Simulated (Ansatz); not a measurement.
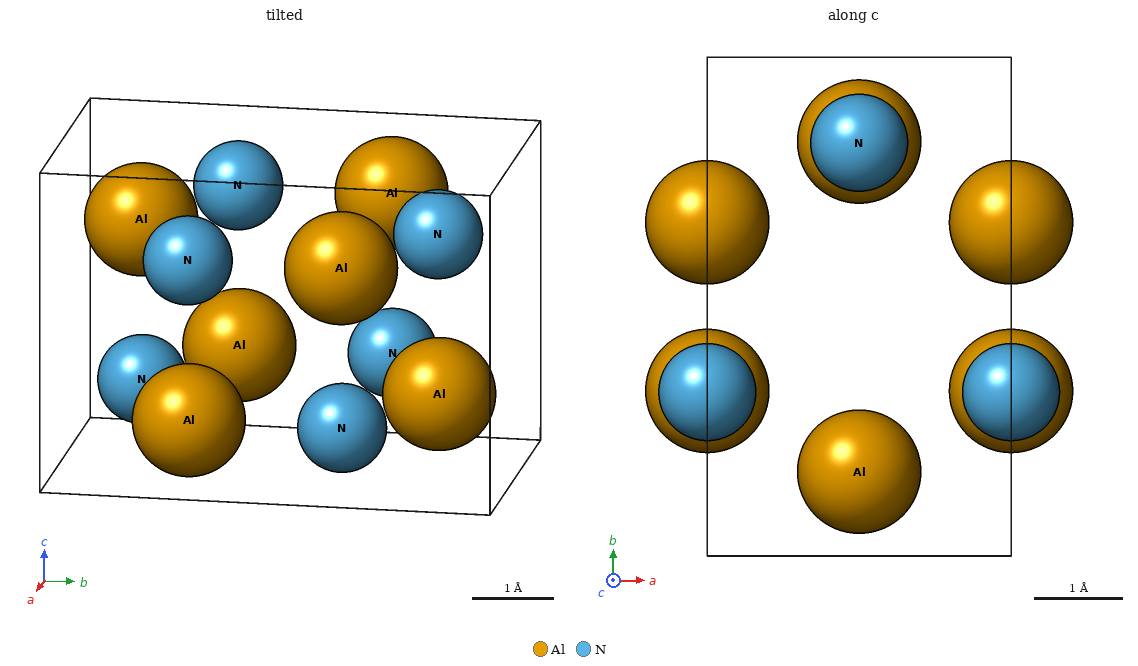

Structure drawing (spheres-only), viewed slightly off an axis and along the c axis. The conventional unit cell is outlined; an atom on or near a face, edge or corner is repeated at each equivalent position.

AlN, space group Cmcm (No. 63), a = 3.473 Å, b = 5.703 Å, c = 4.137 Å, α = 90.00°, β = 90.00°, γ = 90.00°. Provenance: a structure type filled with these elements by a generator (whether the compound takes this form wasn't checked). The cell was then strained or its atoms displaced on purpose. An electronic-structure calculation with Ansatz was run on it.

This one geometry was computed with Ansatz (DFT, plane waves, PAW) at three levels of theory: r2SCAN, PBE and HSE06. It was relaxed with r2SCAN and then strained.

Q: Which level gives the highest pressure at this volume, and what does that say about its equilibrium volume?

A: Highest: PBE (-6.2 GPa), which points to the largest equilibrium volume. Lowest, with the smallest volume: HSE06 (-12.2 GPa). Levels within 0.5 GPa of each other can't be told apart.

Q: How does the band gap change with the level of theory?

A: PBE: a gap of 3.14 eV, direct; r2SCAN: a gap of 3.69 eV, direct; HSE06: a gap of 4.39 eV, direct.

Q: Collect the results in a table.

A:
| level | cutoff (eV) | k-mesh of the run's cell | gap (eV) | pressure (GPa) |
| --- | --- | --- | --- | --- |
| r2SCAN | 500 | 12×12×6 | 3.69 | -11.5 |
| PBE | 420 | 12×12×6 | 3.14 | -6.2 |
| HSE06 | 420 | 6×6×4 | 4.39 | -12.2 |

Gaps are taken on the k-mesh or band path of each run.
